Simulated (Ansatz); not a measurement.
System: Zr, space group Im-3m (No. 229).

Starting cell:
```yaml
crystal:
  lattice:
    - [-1.81000, 1.81000, 1.81000]
    - [1.81000, -1.81000, 1.81000]
    - [1.81000, 1.81000, -1.81000]
  atoms:
    - { symbol: Zr, position: [0.00000, 0.00000, 0.00000] }
```

Computed with Ansatz 0.2.0: homogeneous strain of a crystal along one Voigt pattern with engineering shear, fractional coordinates fixed, by plane-wave density functional theory with PAW datasets, free energies less that of the undisturbed cell; scalar-relativistic. Level: PBEsol, no spin polarisation.

- wave cutoff: 420 eV
- k mesh: 18×18×18
- occupations: Gaussian
- smearing width: 0.15 eV
- k shift: (0, 0, 0) (mesh steps)
- start: as given
- strain pattern: (0, 0, 0, 0, 0, 1) (xx yy zz yz xz xy with engineering shear)

What does the calculation give for the energy change and tensile stress summed over the strain pattern against strain? The strain takes the values −0.04, −0.02, 0.00, 0.01, 0.03.

The energy change is 2.72 meV/atom at strain −0.04 and 1.54 meV/atom at 0.03; the lowest computed point is at strain 0.00 (0.00 meV/atom), and no other minimum shows among the points. The tensile stress summed over the strain pattern rises from −1.040 GPa at strain −0.04 to 0.789 GPa at 0.03, and changes sign near 0.00.

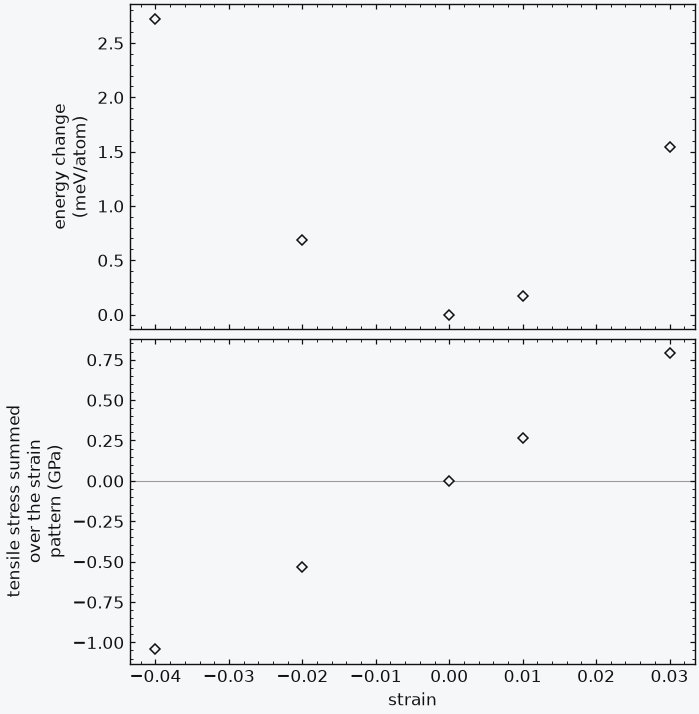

Note: reference crystal is not relaxed.
